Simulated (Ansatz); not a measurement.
**Single-point calculation of SnSe₂**

The run: single-point calculation of SnSe₂ (Cm, 3 atoms in the cell). Method and program: DFT r2SCAN, scalar-relativistic, plane waves, PAW, no spin polarisation (Ansatz 0.2.0).

The structure derives from an entry of the Crystallography Open Database. It belongs to a series of runs on one base structure; here: all Se atoms moved -0.050 Å, as atom 2 along Cartesian [0 1 0]. Figures and captions count atoms from 1; the log counts them from 0 in places.

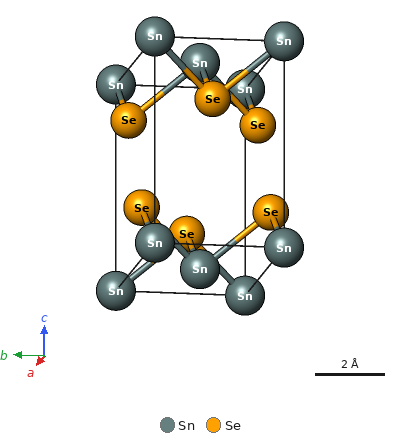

Figure 1. The structure (ball-and-stick view of the cell 2 times as large as that of the calculation, set on its symmetry axes, seen at an oblique angle). An atom can appear more than once, as a periodic image.

**Results in brief**

```csv
quantity,value
outcome,converged
space group (tolerance 0.01 Å),Cm (8)
electrons treated,46
free energy,−16996.1198 eV
Fermi energy,8.358 eV
gap on the k-point mesh,1.00 eV
pressure,3.37 GPa
largest force (length of the vector),0.493 eV/Å
hardware,"1 thread of Intel Xeon @ 2.70GHz, 189 GiB of memory available, shared host"
wall time,91 s
peak memory,0.84 GiB
```

**Input**
```yaml
crystal:
  lattice:
    - [3.8109987816, 0.0, 0.0]
    - [-1.9054993908, 3.3004217586, 0.0]
    - [0.0, 0.0, 6.137]
  atoms:
    - { symbol: Sn, position: [0.0, 0.0, 0.0] }
    - { symbol: Se, position: [0.3257585439, 0.6515170877, 0.25] }
    - { symbol: Se, position: [0.6590918772, 0.3181837544, 0.75] }
basis:
  ecutwfc: 500
kpoints:
  mp_grid: { grid: [12, 12, 6] }
hamiltonian:
  xc: r2scan
scf:
  occupations: { method: gaussian, width: 0.05 }
output:
  forces: true
  stress: true
  eigenvalues: true
  write_density: true
  write_potential: true
  elf: true
  volumetric_format: npy
```

Launch command:
```bash
ansatz run input.yaml --threads 1 --pin off --max-ram 2560MiB --backend cpu --events-out ev --progress --plain --runs-dir out
```

**What the program printed**
```
Engine: ansatz 0.2.0, x86_64-unknown-linux-gnu
Pseudopotentials: kind: paw
Pseudopotential: Sn, paw, valence charge 14, recommended cutoff 500 eV (meta_gga), Sn.paw.azcp
Pseudopotential: Se, paw, valence charge 16, recommended cutoff 500 eV (meta_gga), Se.paw.azcp
Functional definition: r2SCAN
  parameter k0 = 0.174
  parameter k1 = 0.065
  parameter a1 = 4.9479
  exchange = r2scan_x(k0 = k0, k1 = k1, a1 = a1)
  correlation = r2scan_c
Crystal: 3 atoms, lattice volume = 77.191 Å³
Basis set: ecut = 500 eV, 1949 PW (Γ), exchange–correlation on 120×120×180 points (64 copies of the dense FFT grid, shifted against one another)
Bands: 28, of which v1, the nominal top of the filled ones, is band 23 counted from 1 (22 counted from 0)
Symmetry: 2 space group operations
Space group: Cm (ITA 8), of the structure as read, at distance tolerance 4.3e-5 Å
k-points: 242 of 864 (time reversal used)
Non-local potential: Sn, projectors of the file, l = 0: 2, l = 1: 2, l = 2: 2, l = 3: 2
Non-local potential: Se, projectors of the file, l = 0: 2, l = 1: 2, l = 2: 3, l = 3: 1
PAW form: soft (Blöchl's): semilocal exchange-correlation on the pseudo side does not see the compensation charge
PAW frozen core: Sn, regenerated for the run's functional (the file was generated under x = pbe(κ = 0.804, μ = 0.2195149727645171), c = pbe(β = 0.06672455060314922))
PAW frozen core: Se, regenerated for the run's functional (the file was generated under x = pbe(κ = 0.804, μ = 0.2195149727645171), c = pbe(β = 0.06672455060314922))
PAW one-centre angular grid: Sn, 590 points (default); XC on 249 of its mesh's 2787 points in the sphere
PAW one-centre angular grid: Se, 590 points (default); XC on 160 Gauss nodes
Initial density: superposition of atomic densities (neutral atoms: chi_scale 0, normalization atom), corrected by the library's trained network
Initial wavefunctions: pseudopotential atomic-orbital guess
Functional: x = r2scan, c = r2scan; τ floored in thin density (d = 2e-4 eV/Å³)
SCF iter   1: F=—  HF=-16996.101344 eV  |F-HF|=—  |Δ(HF+E_count)|=         —  Δρ=6.56e-3  dr2=5.26e-2  dr2_τ=8.22e-3  ethr=1.77e-3  ⟨swp⟩=6.4  Hψ=30070  notcnv=0
preconditioner: auto → Resta (q_TF=auto, 2.503 Å⁻¹)  ε∞=2.6  [insulator: Δε(μ)=1.052 eV  Ē_g=17.029 eV  σ=0.050 eV  W_gap=1.00  n_scr=22 (ndim 8)  ℏωp=21.6 eV  f_vac=0.078  D(μ)=0.00/eV (n_scr^D=0)  ε∞_Penn≈2.6]
SCF iter   2: F=—  HF=-16996.119428 eV  |F-HF|=—  |Δ(HF+E_count)|=   1.81e-2  Δρ=3.08e-3  dr2=5.58e-3  dr2_τ=2.05e-4  ethr=1.14e-4  ⟨swp⟩=2.4  Hψ=13066  notcnv=0  defer=242
SCF iter   3: F=—  HF=-16996.119745 eV  |F-HF|=—  |Δ(HF+E_count)|=   3.17e-4  Δρ=1.16e-3  dr2=7.22e-4  dr2_τ=1.38e-5  ethr=1.21e-5  ⟨swp⟩=2.9  Hψ=11510  notcnv=0  defer=242
SCF iter   4: F=—  HF=-16996.119816 eV  |F-HF|=—  |Δ(HF+E_count)|=   7.09e-5  Δρ=2.41e-4  dr2=2.51e-5  dr2_τ=1.05e-6  ethr=1.57e-6  ⟨swp⟩=2.1  Hψ=8802  notcnv=0  defer=242
SCF iter   5: F=—  HF=-16996.119827 eV  |F-HF|=—  |Δ(HF+E_count)|=   1.08e-5  Δρ=7.33e-5  dr2=2.52e-6  dr2_τ=6.12e-8  ethr=5.46e-8  ⟨swp⟩=2.0  Hψ=11592  notcnv=0  defer=242
SCF iter   6: F=-16996.119828 eV  HF=-16996.119828 eV  |F-HF|=1.49e-8  |Δ(HF+E_count)|=   1.76e-6  Δρ=6.91e-6  dr2=3.59e-8  dr2_τ=7.26e-10  ethr=2.17e-10  ⟨swp⟩=11.9  Hψ=49657  notcnv=0
SCF 1 converged in 6 iterations: F = -16996.119828 eV  dr2 = 3.59e-8
  greatest PAW one-centre occupation: 1.000 electrons in one spin orbital (limit 2), on the Se atom at site 1 (counted from 0), in its partial waves of l = 2
```

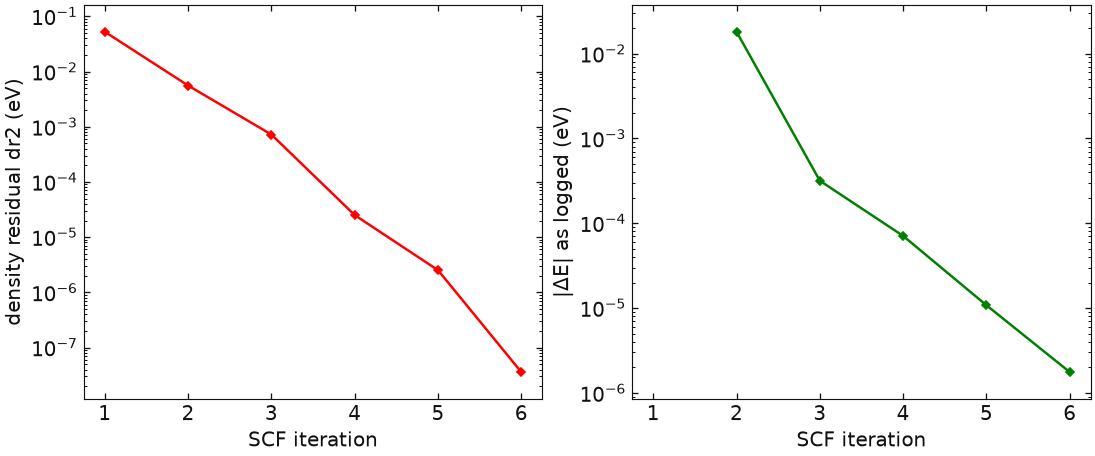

Figure 2. Convergence of the self-consistent field: density residual dr2 and size of the energy change against the SCF iteration. The residual falls at every step.

```
SCF converged after 6 iterations
Free energy (F): -16996.119828 eV
Harris-Foulkes:  -16996.119828 eV  (|F-HF|=1.49e-8)
Internal energy: -16996.119828 eV  (E = F + TS)
E sigma→0 (E₀):  -16996.119828 eV
Fermi energy:    8.357751 eV
--- Per-component energies (eV) ---
  E_band       = -895.215587
  E_kinetic    = 426.381157
  E_local      = -6088.452665  (includes V_loc(G=0)·N_el)
  E_nonlocal   = -1222.090936
  E_hartree    = 3122.879671
  E_xc         = -570.370952
  E_vxc        = -314.798866  (∫ρ·V_xc dr)
  E_paw        = -8014.961026  (= ΣΔE_a)
  E_vpaw       = 41.303728  (= ΣTr[D̂ρ^β])
  E_aug_tail   = -0.000416  (compensation charges beyond the density's cutoff)
  E_vtau       = 16.691150  (kinetic-family band-sum trace: ∫τ·v_τ [+ j·A + Jᵃ·Aᵃ] dr)
  E_ewald      = -4646.710441
  E_core_change = -2.794221  (= ΣΔE_core)
  E_smearing   = -0.000000  (= −TS)
  E_closure    = 0.000000  (closes the sum)
  Σ components = -16996.119828   (vs F -16996.119828, Δ=0.00e0)
--- Forces (eV/Å), atoms counted from 1 ---
  atom   1  Sn    -0.00000000    -0.32333013    -0.00124532
  atom   2  Se     0.00000000     0.17438608     0.46066876
  atom   3  Se    -0.00000000     0.14895124    -0.45942219
  max |Σ_I F_I| component: 7.18e-6 eV/Å
--- Stress (GPa, compression-positive) ---
        2.892163       0.000000       0.000000
        0.000000       2.956340       0.082662
        0.000000       0.082662       4.268070
  P = ⅓ Tr σ = 3.3722 GPa (33.722 kbar)
--- Band table (eV; the first three rows and the last of 242) ---
  k-point 0: bands = ["-39.7147", "-39.7144", "-39.7136", "-39.7131", "-39.6823", "-39.6820", "-39.6749", "-39.6746", "-39.6634", "-39.6631", "-14.1546", "-14.1536", "-14.1066", "-14.0943", "-14.0938", "-6.6644", "-4.8291", "1.6899", "7.0944", "7.0972", "7.4355", "7.4383", "7.8135", "9.3474", "11.2960", "12.8813", "12.8869", "16.6207"]
  k-point 1: bands = ["-39.7147", "-39.7144", "-39.7136", "-39.7131", "-39.6823", "-39.6820", "-39.6749", "-39.6746", "-39.6634", "-39.6632", "-14.1546", "-14.1536", "-14.1066", "-14.0943", "-14.0938", "-6.6248", "-4.9142", "1.8995", "7.0666", "7.0685", "7.1724", "7.4811", "7.4845", "9.8274", "11.3021", "12.8081", "12.8148", "16.7653"]
  k-point 2: bands = ["-39.7147", "-39.7144", "-39.7136", "-39.7131", "-39.6823", "-39.6820", "-39.6749", "-39.6746", "-39.6633", "-39.6632", "-14.1546", "-14.1536", "-14.1065", "-14.0943", "-14.0938", "-6.5344", "-5.0914", "2.3911", "6.2066", "7.0237", "7.0268", "7.5546", "7.5554", "10.4197", "11.2998", "12.6683", "12.6773", "16.7564"]
  k-point 241: bands = ["-39.7142", "-39.7142", "-39.7130", "-39.7128", "-39.6824", "-39.6821", "-39.6750", "-39.6748", "-39.6630", "-39.6628", "-14.1962", "-14.1544", "-14.1026", "-14.0887", "-14.0692", "-4.9281", "-4.3663", "0.6387", "3.3653", "4.0469", "4.8602", "7.1214", "7.3533", "10.4385", "12.8636", "13.7835", "14.4271", "15.7120"]
```

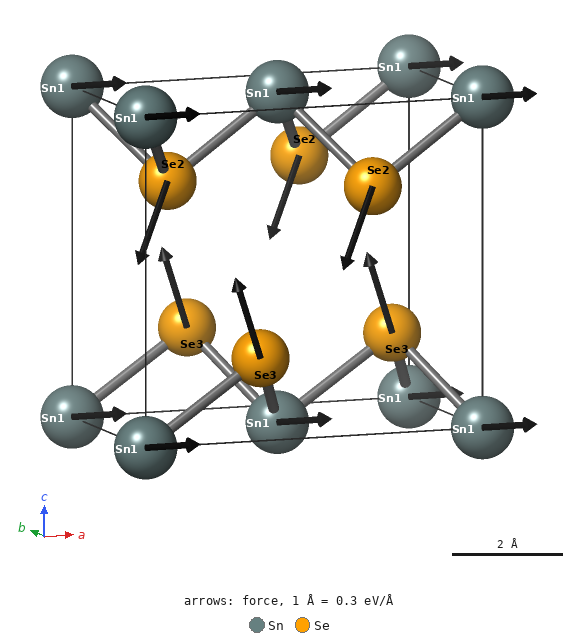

Figure 3. Forces on the atoms as black arrows (ball-and-stick view of the cell 2 times as large as that of the calculation, set on its symmetry axes, seen slightly off an axis; atoms are numbered from 1 in the order of the input). The largest act on Se2 (0.49 eV/Å); Se3 (0.48 eV/Å); Sn1 (0.32 eV/Å). The geometry is not a stationary point of this energy.

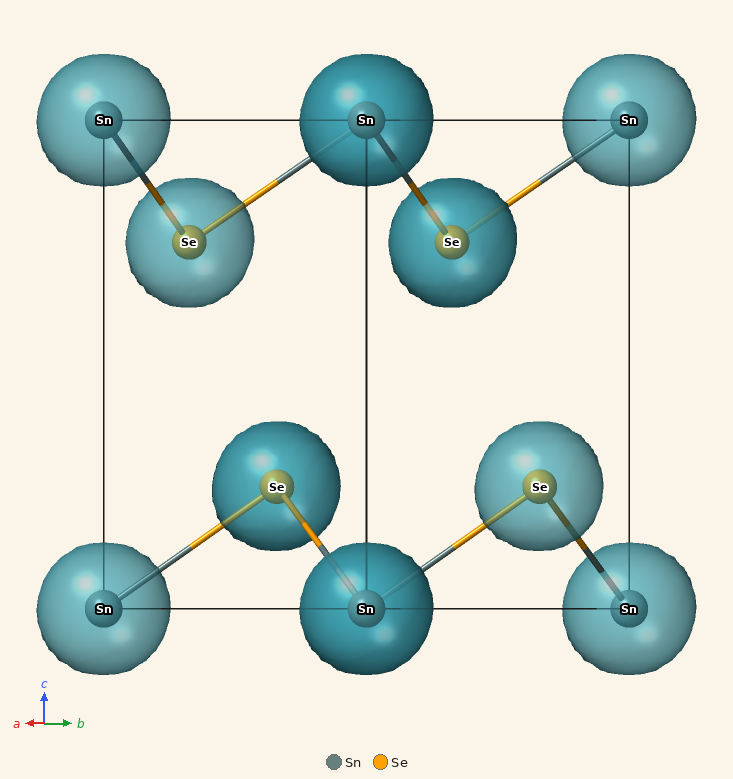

Figure 4. Isosurface of the valence pseudo-density at 1 e/Å³ (cyan), seen along [110]. Sticks mark near contacts. The outline is the cell set on symmetry axes. At this value the density breaks into separate islands; it holds about 70 % of the electrons treated as valence (semicore included). It is pinched off along the Sn–Se (2.64 Å) and Sn–Se (2.70 Å) contacts. On the grid the lowest density along these lines, outside the cores, is 0.43 e/Å³ (Sn–Se, 2.64 Å) and 0.39 e/Å³ (Sn–Se, 2.70 Å). In a PAW calculation such maps are meaningful between the atoms, not at the nuclei.

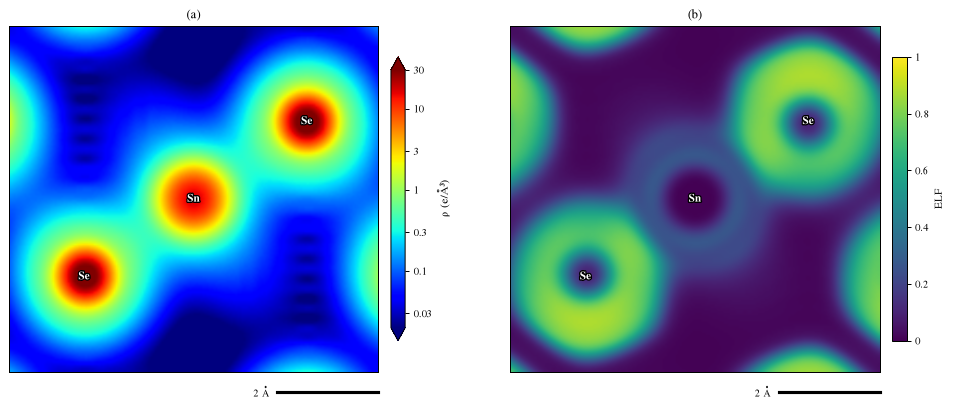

Figure 5. (a) valence electron density; (b) electron localisation function on the (010) plane of the conventional cell. Atoms in the plane: Sn and Se. Sn–Se (2.64 Å): the density is about 0.45 e/Å³ at the midpoint; the ELF is about 0.65 at the midpoint. Sn–Se (2.72 Å): ρ at the midpoint is about 0.39 e/Å³; the ELF is about 0.60 at the midpoint. Away from the nuclei the density in this plane falls to 0.009 e/Å³ at its lowest.

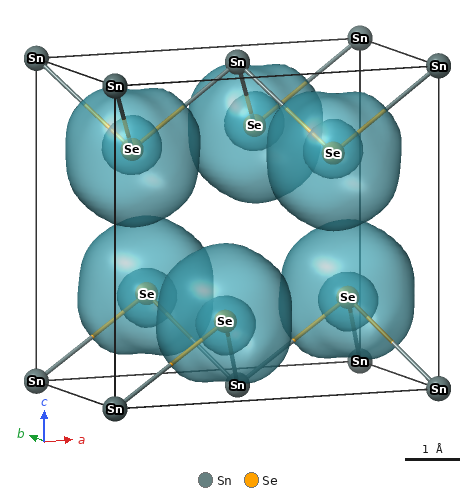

Figure 6. Isosurface of the ELF at 0.65 (cyan), seen slightly off an axis. Only the valence region is drawn (cores and ρ < 0.01 e/Å³ removed). Sticks mark near contacts. The outline is the cell set on symmetry axes. Values along the shortest contacts: Sn–Se (2.64 Å): the ELF is about 0.65 at the midpoint. Sn–Se (2.70 Å): the ELF is about 0.60 at the midpoint.
